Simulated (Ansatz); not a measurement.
Single-point calculation of Al4Pt

Al4Pt (Pmn2₁, 10 atoms in the cell), computed with DFT PBE, scalar-relativistic, plane waves, PAW, no spin polarisation (Ansatz 0.2.0).

The structure was made by a generator, so it may or may not be a known phase. Figures and captions count atoms from 1; the log counts them from 0 in places.

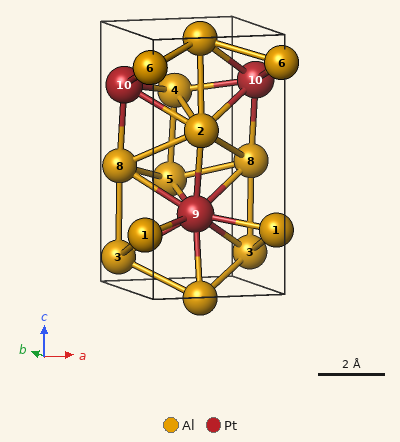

Figure 1. The structure as given in the input (ball-and-stick view of the cell of the calculation, seen slightly off an axis; atoms are numbered from 1 in the order of the input).

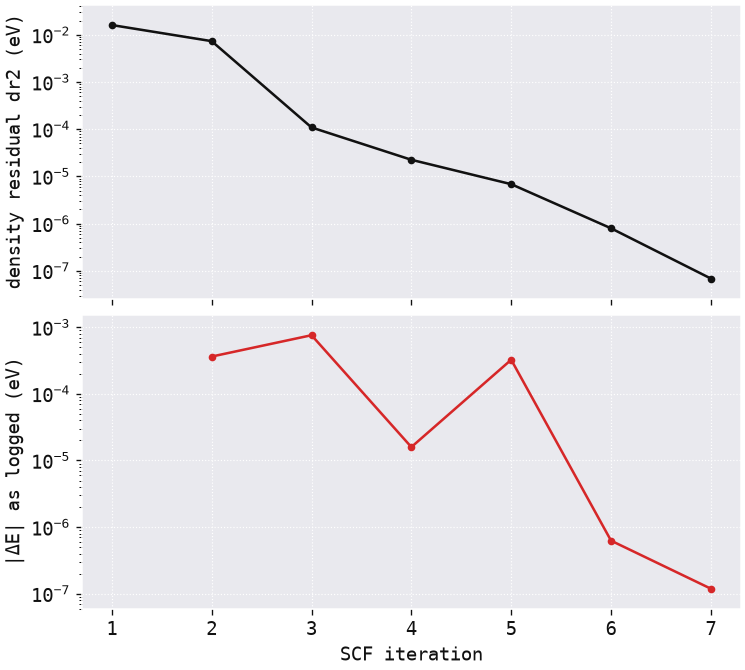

Figure 2. Convergence of the self-consistent field: density residual dr2 and size of the energy change against the SCF iteration. The residual falls at every step.

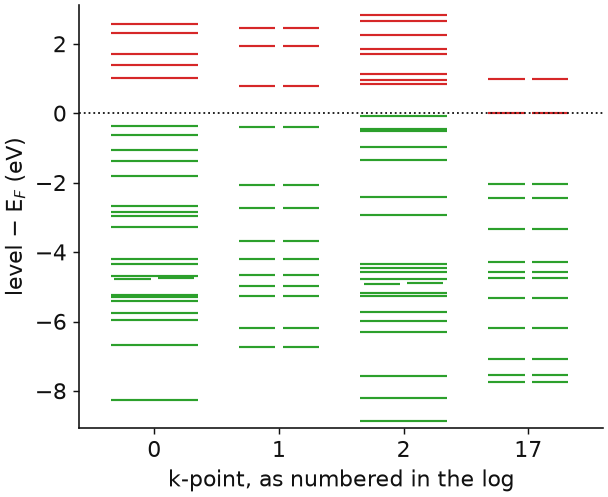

Figure 3. Kohn–Sham levels near the Fermi level (dotted) at the few k-points that the log prints; levels within 0.02 eV of each other stand side by side. The system is metallic on the full mesh.

The input and output of the run follow.

Input
```yaml
crystal:
  lattice:
    - [4.2184985174, 0.0, 0.0]
    - [0.0, 5.0512365453, 0.0]
    - [0.0, 0.0, 7.9646044375]
  atoms:
    - { symbol: Al, position: [0.0, 0.1572642909, 0.2365099684] }
    - { symbol: Al, position: [0.5, 0.3354379671, 0.6168331868] }
    - { symbol: Al, position: [0.0, 0.6645620329, 0.1168331868] }
    - { symbol: Al, position: [0.5, 0.8427357091, 0.7365099684] }
    - { symbol: Al, position: [0.5, 0.9419802864, 0.3885336171] }
    - { symbol: Al, position: [0.0, 0.0580197136, 0.8885336171] }
    - { symbol: Al, position: [0.5, 0.359270535, 0.9701125754] }
    - { symbol: Al, position: [0.0, 0.640729465, 0.4701125754] }
    - { symbol: Pt, position: [0.5, 0.4465857071, 0.2881100989] }
    - { symbol: Pt, position: [0.0, 0.5534142929, 0.7881100989] }
basis:
  ecutwfc: 420
kpoints:
  mp_grid: { grid: [4, 4, 2] }
hamiltonian:
  xc: pbe
scf:
  occupations: { method: gaussian, width: 0.1 }
  lower_state_search: "off"
output:
  forces: true
  stress: true
  eigenvalues: true
```

Command:
```bash
ansatz run input.yaml --threads 1 --pin off --max-ram 2560MiB --backend cpu --events-out ev --progress --plain --runs-dir out
```

What the program printed
```
Engine: ansatz 0.2.0, aarch64-unknown-linux-gnu
Pseudopotentials: kind: paw
Pseudopotential: Al, paw, valence charge 3, recommended cutoff 420 eV (normal), Al.paw.azcp
Pseudopotential: Pt, paw, valence charge 18, recommended cutoff 420 eV (normal), Pt.paw.azcp
Functional definition: PBE
  parameter kappa = 0.804
  parameter beta = 0.06672455060314922
  exchange = pbe_x(kappa = kappa, mu = beta*pi^2/3)
  correlation = pbe_c(beta = beta)
Crystal: 10 atoms, lattice volume = 169.715 Å³
Basis set: ecut = 420 eV, 3301 PW (Γ), exchange–correlation on 60×72×108 points (8 copies of the dense FFT grid, shifted against one another)
Bands: 40, of which v1, the nominal top of the filled ones, is band 30 counted from 1 (29 counted from 0)
Symmetry: 4 space group operations
Space group: Pmn21 (ITA 31), of the structure as read, at distance tolerance 5.5e-5 Å
k-points: 18 of 32
Non-local potential: Al, projectors of the file, l = 0: 2, l = 1: 2, l = 2: 1
Non-local potential: Pt, projectors of the file, l = 0: 3, l = 1: 2, l = 2: 2, l = 3: 1
PAW form: soft (Blöchl's): semilocal exchange-correlation on the pseudo side does not see the compensation charge
PAW one-centre angular grid: Al, 110 points (default); XC on 64 Gauss nodes
PAW one-centre angular grid: Pt, 590 points (default); XC on 64 Gauss nodes
Initial density: superposition of atomic densities (neutral atoms: chi_scale 0, normalization atom), corrected by the library's trained network
Initial wavefunctions: pseudopotential atomic-orbital guess
Functional: x = pbe(κ = 0.804, μ = 0.2195149727645171), c = pbe(β = 0.06672455060314922)
SCF iter   1: F=—  HF=-29350.507032 eV  |F-HF|=—  |Δ(HF+E_count)|=         —  Δρ=3.63e-3  dr2=1.61e-2  ethr=1.77e-3  ⟨swp⟩=7.4  Hψ=3347  notcnv=0  defer=1
preconditioner: auto → Kerker (q_TF=auto, 2.294 Å⁻¹)  [metal: Δε(μ)=0.082 eV  Ē_g=7.158 eV  σ=0.100 eV  W_gap=0.41  n_scr=36 (ndim 8)  ℏωp=18.9 eV  f_vac=0.000  D(μ)=2.08/eV (n_scr^D=10)]
SCF iter   2: F=—  HF=-29350.507395 eV  |F-HF|=—  |Δ(HF+E_count)|=   3.63e-4  Δρ=2.24e-3  dr2=7.34e-3  ethr=2.69e-5  ⟨swp⟩=1.9  Hψ=1036  notcnv=0  defer=1
SCF iter   3: F=—  HF=-29350.506636 eV  |F-HF|=—  |Δ(HF+E_count)|=   7.59e-4  Δρ=2.79e-4  dr2=1.09e-4  ethr=1.22e-5  ⟨swp⟩=2.8  Hψ=1045  notcnv=0  defer=1
SCF iter   4: F=—  HF=-29350.506620 eV  |F-HF|=—  |Δ(HF+E_count)|=   1.59e-5  Δρ=1.12e-4  dr2=2.25e-5  ethr=1.81e-7  ⟨swp⟩=2.4  Hψ=1049  notcnv=0  defer=1
SCF iter   5: F=—  HF=-29350.506945 eV  |F-HF|=—  |Δ(HF+E_count)|=   3.25e-4  Δρ=5.11e-5  dr2=6.85e-6  ethr=3.75e-8  ⟨swp⟩=2.1  Hψ=1007  notcnv=0  defer=1
SCF iter   6: F=—  HF=-29350.506945 eV  |F-HF|=—  |Δ(HF+E_count)|=   6.26e-7  Δρ=1.69e-5  dr2=7.96e-7  ethr=1.14e-8  ⟨swp⟩=2.3  Hψ=1053  notcnv=0  defer=1
SCF iter   7: F=-29350.506945 eV  HF=-29350.506945 eV  |F-HF|=1.09e-10  |Δ(HF+E_count)|=   1.19e-7  Δρ=4.02e-6  dr2=6.86e-8  ethr=1.67e-10  ⟨swp⟩=7.9  Hψ=3316  notcnv=0
SCF 1 converged in 7 iterations: F = -29350.506945 eV  dr2 = 6.86e-8
  greatest PAW one-centre occupation: 1.000 electrons in one spin orbital (limit 2), on the Pt atom at site 9 (counted from 0), in its partial waves of l = 0
SCF converged after 7 iterations
Free energy (F): -29350.506945 eV
Harris-Foulkes:  -29350.506945 eV  (|F-HF|=1.09e-10)
Internal energy: -29350.496151 eV  (E = F + TS)
E sigma→0 (E₀):  -29350.501548 eV
Entropy (-TS):   -0.010794 eV (-1.079 meV/atom)
Fermi energy:    10.437259 eV
--- Per-component energies (eV) ---
  E_band       = -628.628688
  E_kinetic    = 1460.348065
  E_local      = -6200.931766  (includes V_loc(G=0)·N_el)
  E_nonlocal   = 475.023147
  E_hartree    = 2542.120525
  E_xc         = -844.527207
  E_vxc        = -841.574032  (∫ρ·V_xc dr)
  E_paw        = -22645.795543  (= ΣΔE_a)
  E_vpaw       = -605.726975  (= ΣTr[D̂ρ^β])
  E_aug_tail   = 0.000373  (compensation charges beyond the density's cutoff)
  E_ewald      = -4136.733746
  E_smearing   = -0.010794  (= −TS)
  E_closure    = 0.000000  (closes the sum)
  Σ components = -29350.506945   (vs F -29350.506945, Δ=0.00e0)
--- Forces (eV/Å), atoms counted from 1 ---
  atom   1  Al    -0.00000000     0.01630491    -0.00581112
  atom   2  Al    -0.00000000    -0.01620346     0.02739066
  atom   3  Al     0.00000000     0.01620346     0.02739066
  atom   4  Al     0.00000000    -0.01630491    -0.00581112
  atom   5  Al     0.00000000    -0.00028428     0.02353799
  atom   6  Al    -0.00000000     0.00028428     0.02353799
  atom   7  Al     0.00000000    -0.01379575    -0.03593046
  atom   8  Al     0.00000000     0.01379575    -0.03593046
  atom   9  Pt    -0.00000000     0.01619334    -0.00919870
  atom  10  Pt     0.00000000    -0.01619334    -0.00919870
  max |Σ_I F_I| component: 2.33e-5 eV/Å
--- Stress (GPa, compression-positive) ---
        0.251252      -0.000000      -0.000000
       -0.000000      -0.779450      -0.000000
       -0.000000      -0.000000       0.321237
  P = ⅓ Tr σ = -0.0690 GPa (-0.690 kbar)
--- Band table (eV; the first three rows and the last of 18) ---
  k-point 0: bands = ["-89.1861", "-89.1861", "-43.4034", "-43.4034", "-43.3982", "-43.3979", "-43.3714", "-43.3711", "-0.6611", "1.2118", "2.1738", "3.7740", "4.4755", "4.6697", "5.0404", "5.1590", "5.1963", "5.6642", "5.6805", "5.7418", "6.0971", "6.2350", "7.1721", "7.4854", "7.6046", "7.7564", "8.6347", "9.0772", "9.3683", "9.8042", "10.0643", "11.4423", "11.8329", "12.1509", "12.7453", "13.0118", "13.9948", "14.2578", "14.5883", "14.8608"]
  k-point 1: bands = ["-89.1861", "-89.1861", "-43.4034", "-43.4034", "-43.3980", "-43.3980", "-43.3713", "-43.3713", "-0.0678", "-0.0678", "3.7040", "3.7040", "4.2532", "4.2532", "5.1759", "5.1759", "5.4558", "5.4558", "5.7735", "5.7735", "6.2438", "6.2438", "6.7720", "6.7720", "7.6971", "7.6971", "8.3627", "8.3627", "10.0340", "10.0340", "11.2191", "11.2191", "12.3813", "12.3813", "12.9078", "12.9078", "13.7533", "13.7533", "14.2893", "14.2893"]
  k-point 2: bands = ["-89.1861", "-89.1861", "-43.4034", "-43.4034", "-43.3982", "-43.3979", "-43.3714", "-43.3711", "-0.3099", "1.5821", "2.2426", "2.8578", "4.1462", "4.4513", "4.7228", "5.1782", "5.2632", "5.5331", "5.5474", "5.6714", "5.8789", "5.9706", "6.0893", "7.5130", "8.0243", "9.0966", "9.4706", "9.9252", "9.9805", "10.3739", "11.2829", "11.3844", "11.5652", "12.1413", "12.2825", "12.7018", "13.1026", "13.2805", "13.5769", "13.6018"]
  k-point 17: bands = ["-89.1861", "-89.1861", "-43.4046", "-43.4046", "-43.3980", "-43.3980", "-43.3712", "-43.3712", "2.7094", "2.7094", "2.9018", "2.9018", "3.3593", "3.3593", "4.2618", "4.2618", "5.1262", "5.1262", "5.6987", "5.6987", "5.8783", "5.8783", "6.1622", "6.1622", "7.0912", "7.0912", "8.0006", "8.0006", "8.3973", "8.3973", "10.4589", "10.4589", "11.4246", "11.4246", "14.1678", "14.1678", "15.3894", "15.3894", "15.4475", "15.4475"]
```

Key numbers

```json
{"quantity": "outcome", "value": "converged"}
{"quantity": "space group (tolerance 0.01 Å)", "value": "Pmn2₁ (31)"}
{"quantity": "electrons treated", "value": "60"}
{"quantity": "free energy", "value": "−29350.5069 eV"}
{"quantity": "Fermi energy", "value": "10.437 eV"}
{"quantity": "gap on the k-point mesh", "value": "none (metallic)"}
{"quantity": "pressure", "value": "−0.07 GPa"}
{"quantity": "largest force (length of the vector)", "value": "0.038 eV/Å"}
{"quantity": "hardware", "value": "1 thread of Arm Neoverse V1, 24 GiB of memory available, shared host"}
{"quantity": "wall time", "value": "10 s"}
{"quantity": "peak memory", "value": "0.37 GiB"}
```

Remarks

Spin–orbit coupling is left out, which matters for Pt.
